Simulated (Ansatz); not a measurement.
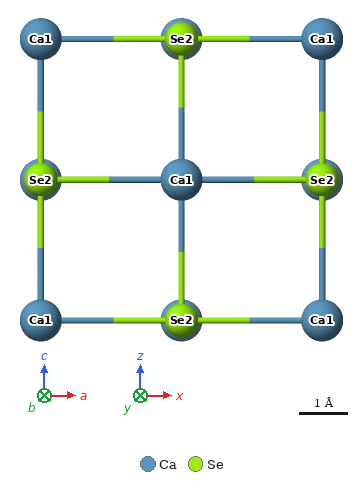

Energy scan for crystalline CaSe (Fm-3m), in which the cell is strained in shear in the xz plane, with the atoms kept at their fractional coordinates. x, y and z are the Cartesian axes of the input. The picture shows the reference cell. A ball-and-stick model of the conventional cell (4 times the calculation's cell), seen along the b axis. Lengths and directions refer to the drawn axes.

All numbers below come from DFT LDA, scalar-relativistic, plane waves, PAW (Ansatz 0.2.0). Set-up: plane-wave cutoff 420 eV; k-point mesh 8 × 8 × 8; occupations gaussian; smearing width 0.05 eV; no spin polarisation. Energies (free energies at the smearing named) are counted from the cell as listed in its source, which wasn't relaxed.

```
Ca Se
1.0
     0.00000    2.95600    2.95600
     2.95600    0.00000    2.95600
     2.95600    2.95600    0.00000
Ca Se
1 1
Direct
  0.00000 0.00000 0.00000
  0.50000 0.50000 0.50000
```

Question: What energies does the calculation give (the strain: −0.040, −0.030, −0.020, −0.010, 0.000, 0.005, 0.010, 0.015, 0.020, 0.025, 0.030, 0.035, 0.040)?

Answer:
| engineering shear strain | energy change (meV/atom) |
| --- | --- |
| −0.040 | 3.43 |
| −0.030 | 1.93 |
| −0.020 | 0.86 |
| −0.010 | 0.21 |
| 0.000 | 0.00 |
| 0.005 | 0.05 |
| 0.010 | 0.21 |
| 0.015 | 0.48 |
| 0.020 | 0.86 |
| 0.025 | 1.34 |
| 0.030 | 1.93 |
| 0.035 | 2.63 |
| 0.040 | 3.43 |

Points that are alike by symmetry were computed once.

Of the computed points the lowest is at the strain 0.00, 0.00 meV/atom. The unrelaxed reference is under a pressure of −3.1 GPa. The distortion takes the space group from Fm-3m to Immm. At the strain −0.04 the cell of the drawing goes a 5.912 → 5.913 Å, c 5.912 → 5.913 Å, β 90.0° → 92.3°.
